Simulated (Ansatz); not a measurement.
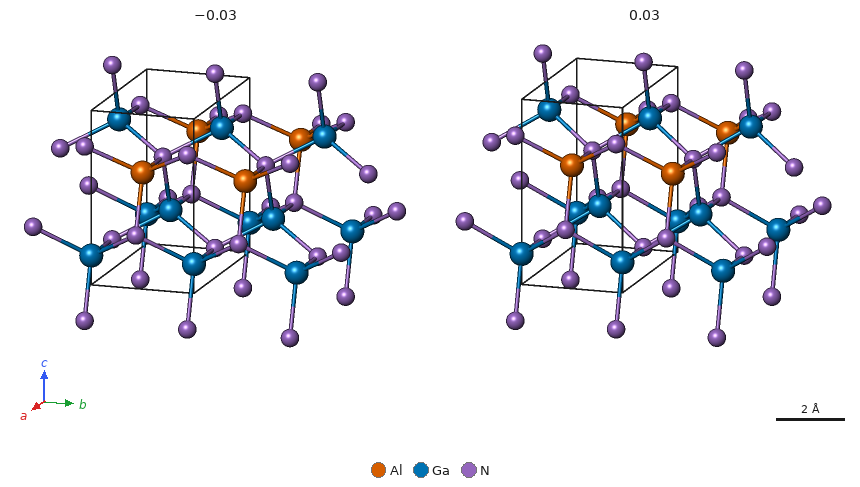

Crystalline AlGa₃N₄ (set up in Pm), under uniaxial strain along c (a, b and atoms relaxed), with energies (extrapolated to zero smearing) counted from the relaxed crystal, which is the row at zero. The picture shows the first and the last member. A ball-and-stick model of the cell of the calculation, repeated 1 × 2 × 1 with one cell outlined, seen slightly off an axis.

Computed with Ansatz 0.2.0: DFT r2SCAN, scalar-relativistic, plane waves, PAW. Settings: plane-wave cutoff 500 eV; k-point mesh 6 × 8 × 4; occupations gaussian; smearing width 0.02 eV; no spin polarisation; force threshold 0.008 eV/Å.

```json
{"strain": "−0.03", "energy (meV/atom)": "9.89", "a (Å)": "5.162", "b (Å)": "3.197", "c (Å)": "5.313", "band gap (eV)": "2.83"}
{"strain": "−0.015", "energy (meV/atom)": "2.46", "a (Å)": "5.151", "b (Å)": "3.179", "c (Å)": "5.395", "band gap (eV)": "2.88"}
{"strain": "0.0", "energy (meV/atom)": "0.00", "a (Å)": "5.139", "b (Å)": "3.163", "c (Å)": "5.477", "band gap (eV)": "2.89"}
{"strain": "0.015", "energy (meV/atom)": "?", "a (Å)": "?", "b (Å)": "?", "c (Å)": "?", "band gap (eV)": "?"}
{"strain": "0.03", "energy (meV/atom)": "9.70", "a (Å)": "5.112", "b (Å)": "3.137", "c (Å)": "5.641", "band gap (eV)": "2.69"}
```

Q: One row is withheld. What does the calculation give there?

A: A parabola through three neighbouring rows (−0.015, 0.0, 0.03) gives, with Lagrange weights, (−0.3333)(2.46) + (1.0000)(0.00) + (0.3333)(9.70) = 2.41 meV/atom. The calculation gives 2.44 meV/atom (a = 5.126 Å, b = 3.149 Å, c = 5.559 Å). The estimate is 0.03 meV/atom too low. For the gap a parabola through the rows −0.015, 0.0, 0.03 gives 2.83 eV, and the calculation 2.79 eV (semilocal gaps, lower than measured ones as a rule). From the first member to the last: Ga–N 1.939 → 1.985 Å, Al–N 1.871 → 1.916 Å, Ga–N 1.918 → 1.958 Å.

The whole series:

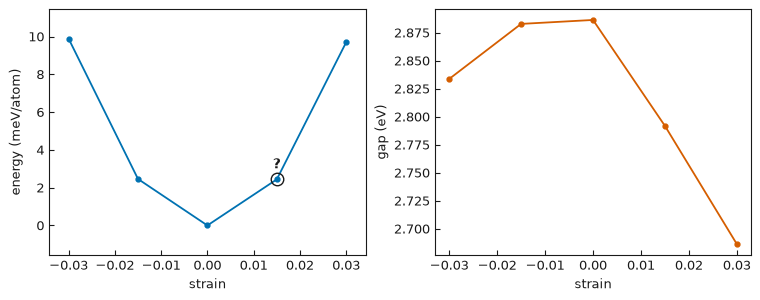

Each member starts from this one structure; whether another phase lies lower wasn't checked.
